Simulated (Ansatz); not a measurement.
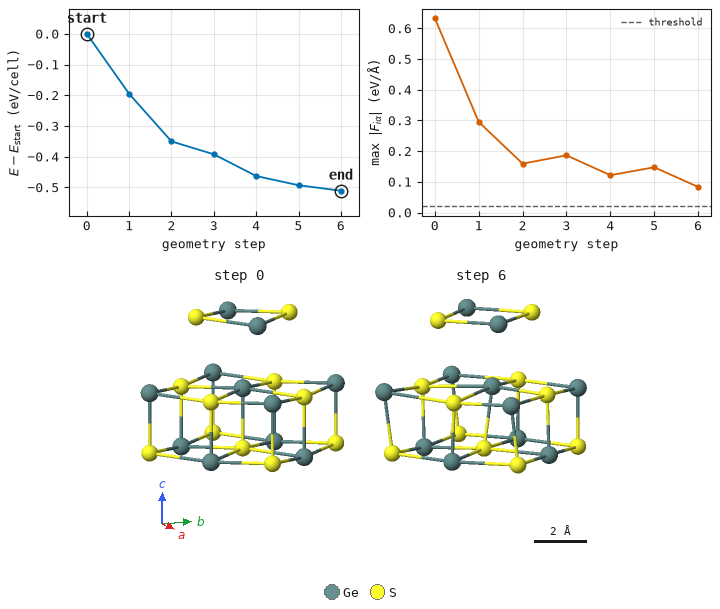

First and last geometry of a relaxation of a defect cell of composition Ge11S12, with the history of the run. The picture is a ball-and-stick view of the atoms within 5.0 Å of the atom that moves most (axes of the conventional cell (2 times the calculation's cell)), seen slightly off an axis. Lengths and directions refer to the drawn axes.

Case: Ge vacancy, atoms relaxed.

These are results of Ansatz, DFT PBE+D3(BJ), scalar-relativistic, plane waves, PAW, not measurements. Set-up: plane-wave cutoff 420 eV; k-point mesh 4 × 4 × 4; occupations gaussian; smearing width 0.05 eV; no spin polarisation; atoms relaxed in a fixed cell; force threshold 0.02 eV/Å; at most 50 steps.

Question: What do the curves and the structures tell?

Answer: The run was cut off at its time limit before the relaxation converged, so the last structure is only a point on the way. After 6 geometry steps the energy has fallen by 0.511 eV per cell of the calculation. The largest force component goes from 0.63 to 0.084 eV/Å. The largest moves, 0.31 Å, are those of Ge atoms. By element the largest moves are Ge 0.31 Å, S 0.16 Å. The cell doesn't change. Some distances before and after: Ge–S 2.709 → 3.018 Å, Ge–S 2.709 → 2.488 Å, Ge–S 2.709 → 2.891 Å, Ge–S 2.709 → 2.529 Å. Bond angles that change, for instance: S–Ge–S 89.7° → 95.6°, S–Ge–S 86.9° → 92.8°, Ge–S–Ge 93.1° → 98.8°. The run took 7.2 min on 4 threads of Arm Neoverse V1 (shared host), peak memory 2 GiB.

Limits of the set-up: the periodic images lie only 7.6 Å apart, so the values are limited by the cell's size.
